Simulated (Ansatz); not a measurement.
# What a change does: band-structure calculation on LiF

System: LiF (Immm, 2 atoms in the cell).
Method of run 1: DFT, PBE, plane waves, PAW, no spin polarisation (Ansatz 0.2.0).

The structure was built on a prototype by a generator. The geometry comes from this level: r2SCAN (a point of a series of strains). Text and figures count atoms from 1; the logs count them from 0 in places.

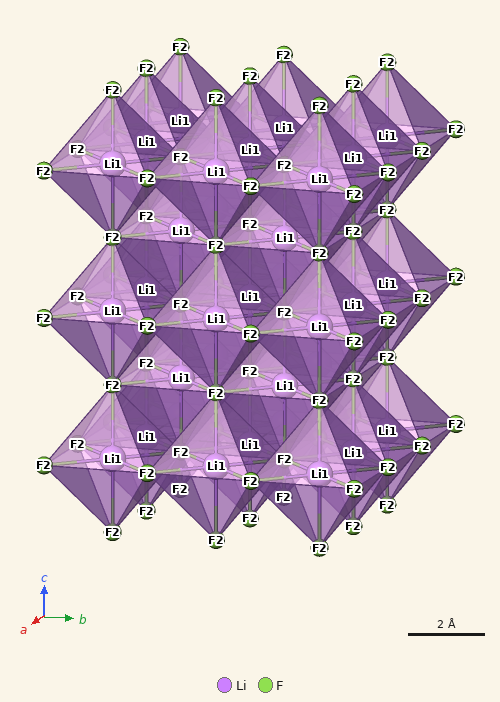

**Figure 1.** The input geometry (polyhedral view of the cell 2 times as large as that of the calculation, set on its symmetry axes, repeated 2 × 2 × 2, seen slightly off an axis; polyhedra are completed across the faces of the cell; atoms are numbered from 1 in the order of the input).

**Input file, run 1**
```yaml
crystal:
  lattice:
    - [-0.0485751269, 1.9948717406, 1.9948717406]
    - [1.9948717406, -0.0485751269, 1.9948717406]
    - [1.9462966137, 1.9462966137, 0.0]
  atoms:
    - { symbol: Li, position: [0.0, 0.0, 0.0] }
    - { symbol: F, position: [0.5, 0.5, 0.5] }
kpoints:
  mp_grid: { grid: [10, 10, 10] }
  band_path:
    path:
      - [0.0, 0.0, 0.0]
      - [0.5, 0.0, 0.5]
      - [0.625, 0.25, 0.625]
      - [0.375, 0.375, 0.75]
      - [0.5, 0.5, 0.5]
      - [0.5, 0.25, 0.75]
      - [0.0375, 0.0375, 0.075]
    npoints: 1
hamiltonian:
  xc: pbe
scf:
  occupations: { method: fermi_dirac, width: 0.02 }
  n_extra_bands: 4
output:
  forces: true
  stress: true
  eigenvalues: true
```

Hardware: 4 threads of an Arm (aarch64) CPU, shared host.

**Output, shortened to warnings, some set-up lines, iterations and results (run 1)**
```
Basis set: ecut = 420 eV, 315 PW (Γ), exchange–correlation on 40×40×40 points (8 copies of the dense FFT grid, shifted against one another)
Symmetry: 8 space group operations
k-points: 171 of 1000
Initial density: superposition of atomic densities (neutral atoms: chi_scale 0, normalization atom), corrected by the library's trained network
[...]
SCF iter   1: F=—  HF=-1016.150179 eV  |F-HF|=—  |Δ(HF+E_count)|=         —  Δρ=5.25e-4  dr2=6.69e-6  ethr=1.77e-3  ⟨swp⟩=5.9  Hψ=9716  notcnv=0
SCF iter   2: F=—  HF=-1016.150237 eV  |F-HF|=—  |Δ(HF+E_count)|=   5.81e-5  Δρ=6.37e-4  dr2=3.70e-5  ethr=6.69e-8  ⟨swp⟩=2.2  Hψ=3698  notcnv=0
SCF iter   3: F=—  HF=-1016.150246 eV  |F-HF|=—  |Δ(HF+E_count)|=   9.02e-6  Δρ=2.47e-4  dr2=3.70e-6  ethr=6.69e-8  ⟨swp⟩=2.0  Hψ=2222  notcnv=0
SCF iter   4: F=—  HF=-1016.150273 eV  |F-HF|=—  |Δ(HF+E_count)|=   2.72e-5  Δρ=2.51e-4  dr2=6.36e-6  ethr=3.70e-8  ⟨swp⟩=2.0  Hψ=2223  notcnv=0
SCF iter   5: F=—  HF=-1016.150272 eV  |F-HF|=—  |Δ(HF+E_count)|=   1.19e-6  Δρ=1.56e-4  dr2=2.51e-6  ethr=3.70e-8  ⟨swp⟩=1.0  Hψ=1539  notcnv=0
SCF iter   6: F=—  HF=-1016.150271 eV  |F-HF|=—  |Δ(HF+E_count)|=   6.30e-7  Δρ=6.87e-5  dr2=4.91e-7  ethr=2.51e-8  ⟨swp⟩=1.0  Hψ=1555  notcnv=0
SCF iter   7: F=-1016.150271 eV  HF=-1016.150271 eV  |F-HF|=3.76e-8  |Δ(HF+E_count)|=   1.38e-7  Δρ=2.05e-5  dr2=4.41e-8  ethr=1.00e-9  ⟨swp⟩=2.0  Hψ=5196  notcnv=0
SCF 1 converged in 7 iterations: F = -1016.150271 eV  dr2 = 4.41e-8
NSCF: frozen V_eff on 7 k-points
SCF converged after 7 iterations
Free energy (F): -1016.150271 eV
Harris-Foulkes:  -1016.150271 eV  (|F-HF|=3.76e-8)
Internal energy: -1016.150271 eV  (E = F + TS)
E sigma→0 (E₀):  -1016.150271 eV
Fermi energy:    5.998921 eV
--- Per-component energies (eV) ---
  E_band       = -115.496628
  E_kinetic    = 231.024069
  E_local      = -632.522737  (includes V_loc(G=0)·N_el)
  E_nonlocal   = 40.441101
  E_hartree    = 221.322240
  E_xc         = -91.933738
  E_vxc        = -117.941883  (∫ρ·V_xc dr)
  E_paw        = -221.873874  (= ΣΔE_a)
  E_vpaw       = -79.138110  (= ΣTr[D̂ρ^β])
  E_aug_tail   = 0.002186  (compensation charges beyond the density's cutoff)
  E_ewald      = -562.609517
  E_smearing   = -0.000000  (= −TS)
  E_closure    = -0.000000  (closes the sum)
  Σ components = -1016.150271   (vs F -1016.150271, Δ=0.00e0)
--- Forces (eV/Å), atoms counted from 1 ---
  atom   1  Li    -0.00000000     0.00000000     0.00000000
  atom   2  F      0.00000000     0.00000000     0.00000000
  max |Σ_I F_I| component: 2.53e-29 eV/Å
--- Stress (GPa, compression-positive) ---
        4.579903       3.178945       0.000000
        3.178945       4.579903       0.000000
        0.000000       0.000000       4.315308
  P = ⅓ Tr σ = 4.4917 GPa (44.917 kbar)
```

For run 2 the input was changed thus:
```diff
-  xc: pbe
+  xc: r2scan
-  occupations: { method: fermi_dirac, width: 0.02 }
+  occupations: { method: fixed }
```

What does this change do to the results?

The total energies belong to different methods, so their difference says nothing on which is more stable or more accurate. The gap on the mesh goes from 9.20 to 10.18 eV. The pressure goes from 4.49 to 0.10 GPa. The functional changes from PBE to r2SCAN. The SCF takes 6 iterations against 7. The default cutoff goes from 420 to 500 eV with the change. The plane waves at Γ go from 315 to 403.

**Output, shortened to warnings, some set-up lines, iterations and results (run 2)**
```
Basis set: ecut = 500 eV, 403 PW (Γ), exchange–correlation on 96×96×96 points (64 copies of the dense FFT grid, shifted against one another)
Symmetry: 8 space group operations
k-points: 171 of 1000
Initial density: superposition of atomic densities (neutral atoms: chi_scale 0, normalization atom), corrected by the library's trained network
[...]
SCF iter   1: F=—  HF=-1018.280658 eV  |F-HF|=—  |Δ(HF+E_count)|=         —  Δρ=7.50e-3  dr2=7.87e-3  dr2_τ=3.42e-2  ethr=1.77e-3  ⟨swp⟩=3.9  Hψ=8990  notcnv=0  defer=222
SCF iter   2: F=—  HF=-1018.324025 eV  |F-HF|=—  |Δ(HF+E_count)|=   4.34e-2  Δρ=4.37e-3  dr2=7.33e-4  dr2_τ=2.78e-4  ethr=7.87e-5  ⟨swp⟩=3.0  Hψ=4237  notcnv=0  defer=340
SCF iter   3: F=—  HF=-1018.323966 eV  |F-HF|=—  |Δ(HF+E_count)|=   5.90e-5  Δρ=1.47e-3  dr2=1.61e-4  dr2_τ=2.76e-5  ethr=7.33e-6  ⟨swp⟩=2.4  Hψ=2388  notcnv=0  defer=342
SCF iter   4: F=—  HF=-1018.323934 eV  |F-HF|=—  |Δ(HF+E_count)|=   3.20e-5  Δρ=4.32e-4  dr2=1.21e-5  dr2_τ=2.07e-6  ethr=1.61e-6  ⟨swp⟩=1.2  Hψ=1565  notcnv=0  defer=270
SCF iter   5: F=—  HF=-1018.323931 eV  |F-HF|=—  |Δ(HF+E_count)|=   2.76e-6  Δρ=6.82e-5  dr2=2.14e-7  dr2_τ=5.53e-8  ethr=1.21e-7  ⟨swp⟩=1.0  Hψ=1539  notcnv=0
SCF iter   6: F=-1018.323931 eV  HF=-1018.323931 eV  |F-HF|=4.48e-9  |Δ(HF+E_count)|=   7.44e-8  Δρ=7.85e-6  dr2=2.68e-9  dr2_τ=8.38e-10  ethr=1.00e-9  ⟨swp⟩=4.0  Hψ=6772  …
SCF 1 converged in 6 iterations: F = -1018.323931 eV  dr2 = 2.68e-9
NSCF: frozen V_eff on 7 k-points
SCF converged after 6 iterations
Free energy (F): -1018.323931 eV
Harris-Foulkes:  -1018.323931 eV  (|F-HF|=4.48e-9)
Internal energy: -1018.323931 eV  (E = F + TS)
E sigma→0 (E₀):  -1018.323931 eV
Fermi energy:    0.751538 eV
--- Per-component energies (eV) ---
  E_band       = -126.182032
  E_kinetic    = 232.567961
  E_local      = -634.250925  (includes V_loc(G=0)·N_el)
  E_nonlocal   = 39.689546
  E_hartree    = 222.583524
  E_xc         = -91.168433
  E_vxc        = -133.353652  (∫ρ·V_xc dr)
  E_paw        = -225.105680  (= ΣΔE_a)
  E_vpaw       = -85.667849  (= ΣTr[D̂ρ^β])
  E_aug_tail   = 0.000984  (compensation charges beyond the density's cutoff)
  E_vtau       = 9.664247  (kinetic-family band-sum trace: ∫τ·v_τ [+ j·A + Jᵃ·Aᵃ] dr)
  E_ewald      = -562.609517
  E_core_change = -0.031392  (= ΣΔE_core)
  E_smearing   = -0.000000  (= −TS)
  E_closure    = 0.000000  (closes the sum)
  Σ components = -1018.323931   (vs F -1018.323931, Δ=0.00e0)
--- Forces (eV/Å), atoms counted from 1 ---
  atom   1  Li    -0.00000000    -0.00000000     0.00000000
  atom   2  F      0.00000000     0.00000000    -0.00000000
  max |Σ_I F_I| component: 2.52e-29 eV/Å
--- Stress (GPa, compression-positive) ---
        0.189430       3.291505       0.000000
        3.291505       0.189430       0.000000
       -0.000000       0.000000      -0.079844
  P = ⅓ Tr σ = 0.0997 GPa (0.997 kbar)
```

**The two runs side by side**

```csv
quantity,run 1,run 2
outcome,converged,converged
free energy per atom (eV),−508.0751,−509.1620
gap on the mesh (eV),9.20,10.18
pressure (GPa),4.49,0.10
largest force (eV/Å),0.000,0.000
SCF iterations,7,6
irreducible k-points,171,171
plane waves at Γ,315,403
wall time (shared host),0.76 s,1.6 s
```
